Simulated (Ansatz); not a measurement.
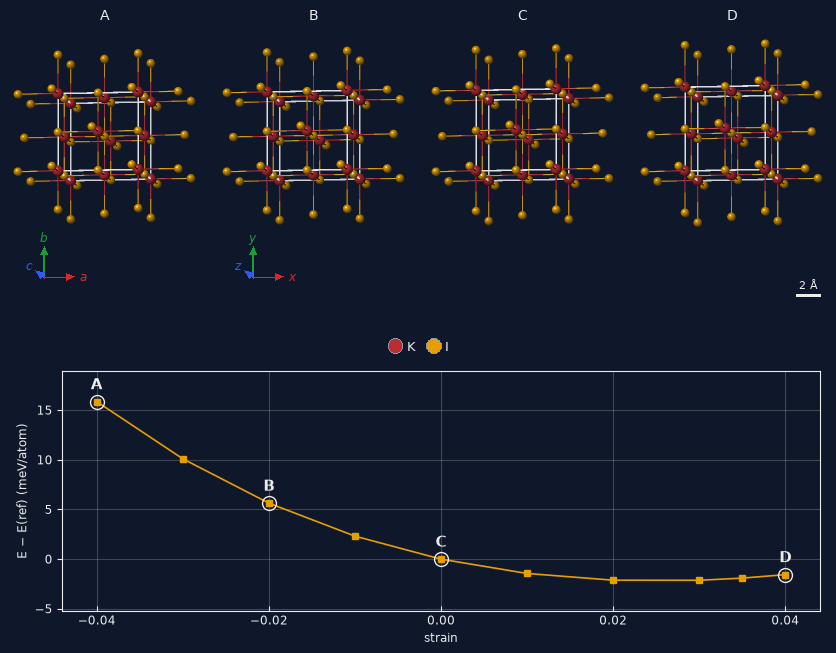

A scan of crystalline KI (Fm-3m): the cell is strained along y alone, with the atoms kept at their fractional coordinates. x, y and z are the Cartesian axes of the input. The lettered frames are marked on the plot. The picture is a ball-and-stick view of the conventional cell (4 times the calculation's cell), seen along the c axis, with a slight tilt. Lengths and directions refer to the drawn axes.

Method: Ansatz 0.2.0, DFT PBE, scalar-relativistic, plane waves, PAW. Set-up: plane-wave cutoff 420 eV; k-point mesh 6 × 6 × 6; occupations gaussian; smearing width 0.05 eV; no spin polarisation. Energies (free energies at the smearing named) are counted from the cell as listed in its source, which wasn't relaxed.

Question: Describe the profile.

Answer: Of the computed points the lowest is at the strain 0.03, −2.1 meV/atom. At the ends of the scan the energy is 15.9 meV/atom (−0.04) and −1.6 meV/atom (0.04). The unrelaxed reference is under a pressure of 0.7 GPa, which tilts the curve. The distortion takes the space group from Fm-3m to I4/mmm. At the strain −0.04 the cell of the drawing goes b 7.049 → 6.767 Å.
